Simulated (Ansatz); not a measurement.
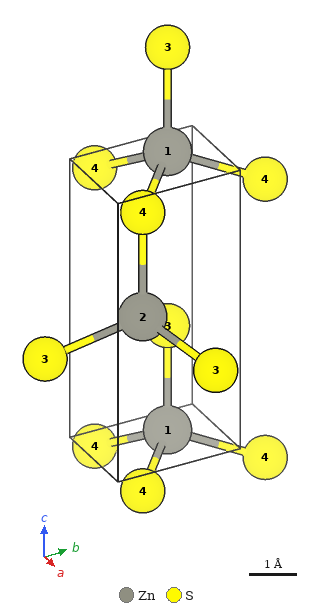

The starting point is solid ZnS (built on the wurtzite type) at its r2SCAN-relaxed geometry. The picture is a ball-and-stick view of the cell of the calculation, seen slightly off an axis.

Theory: DFT, HSE06, plane waves, PAW in Ansatz. Settings: plane-wave cutoff 420 eV; k-point mesh 6 × 6 × 4; occupations fixed; no spin polarisation.

Now this is done to it. The cell is strained by −0.5 % along c and +1.0 % across it (volume +1.5 %). The atoms and the free axis were relaxed with r2SCAN under that strain, and this is a single point on that geometry.

Input
```yaml
crystal:
  lattice:
    - [3.8435053652, 0.0, 0.0]
    - [-1.9217526826, 3.3285732859, 0.0]
    - [0.0, 0.0, 6.2106433201]
  atoms:
    - { symbol: Zn, position: [0.3333333333, 0.6666666667, -0.0009706151] }
    - { symbol: Zn, position: [0.6666666667, 0.3333333333, 0.4990293849] }
    - { symbol: S, position: [0.3333333333, 0.6666666667, 0.3759706151] }
    - { symbol: S, position: [0.6666666667, 0.3333333333, 0.8759706151] }
kpoints:
  mp_grid: { grid: [6, 6, 4] }
  band_path:
    path:
      - [0.0, 0.0, 0.0]
      - [0.5, 0.0, 0.0]
      - [0.3333333333, 0.3333333333, 0.0]
      - [0.0, 0.0, 0.5]
      - [0.5, 0.0, 0.5]
      - [0.3333333333, 0.3333333333, 0.5]
    npoints: 1
hamiltonian:
  xc: hse06
scf:
  occupations: { method: fixed }
  n_extra_bands: 5
output:
  forces: true
  stress: true
  eigenvalues: true
```

Question: What is the effect?

Answer: Among the bonded contacts that change: S–Zn 2.334 → 2.341 to 2.347 Å. The space group stays P6_3mc (No. 186). The energy falls by 1.1 meV per atom. The pressure goes from 1.6 to 0.5 GPa. The principal stresses (compression positive) are 1.4 GPa along c and none across it. The largest forces, 0.011 eV/Å, act on Zn1, Zn2, S3 and S4.
